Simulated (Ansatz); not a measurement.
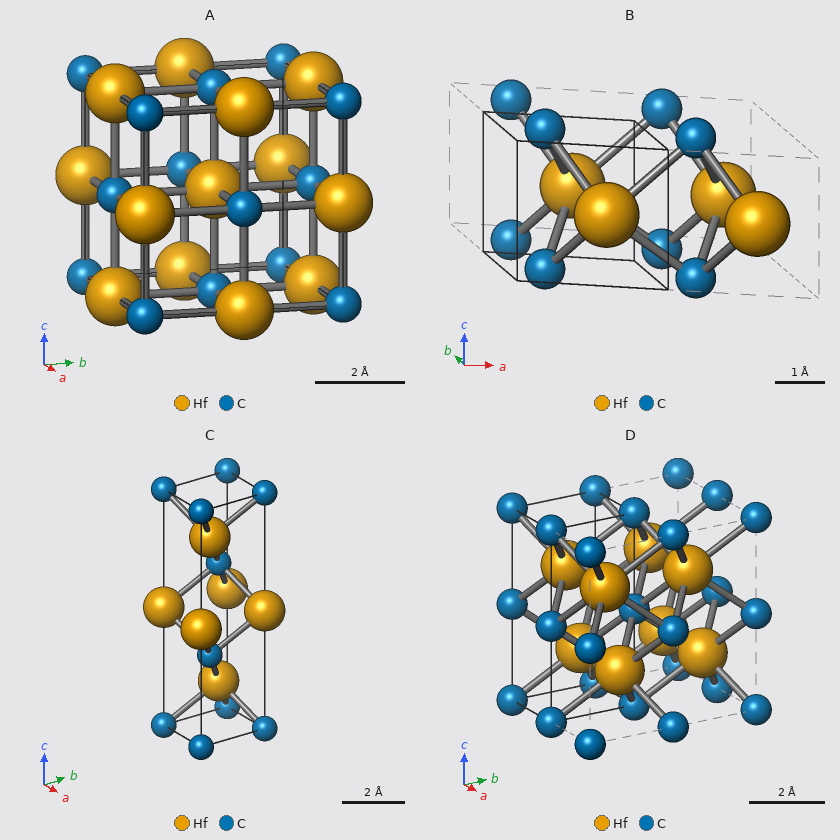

Four structures of HfC, each relaxed to rest (conventional cells in solid outline, small ones repeated, each panel with its own scale). Method: Ansatz, DFT PBE, scalar-relativistic, plane waves, PAW, without spin polarisation.

Give the type and space group of each panel.

Answer. A: rock salt (NaCl type), Fm-3m; B: 2 atoms a cell on a primitive hexagonal lattice, P3m1; C: 6 atoms a cell on a rhombohedral (trigonal R) lattice, R-3m; D: anti-NiAs type, P6_3/mmc.

Which of these is lowest in energy, and how far above it do the others lie?

Answer. A, then C (+8 meV/atom), D (+197 meV/atom) and B (+764 meV/atom), energies at zero smearing.

Collect the results in a table.

Answer.
| panel | structure | E − E(lowest) (meV/atom) | volume (Å³/atom) | gap (eV) |
| --- | --- | --- | --- | --- |
| A | Fm-3m | 0 | 12.6 | metal |
| C | R-3m | 8 | 12.6 | metal |
| D | P6_3/mmc | 197 | 12.5 | metal |
| B | P3m1 | 764 | 13.2 | metal |

Some of these may be structure types tried for this composition rather than known phases, and the most stable form need not be among them. Gaps are taken on the k-mesh or band path of each run.
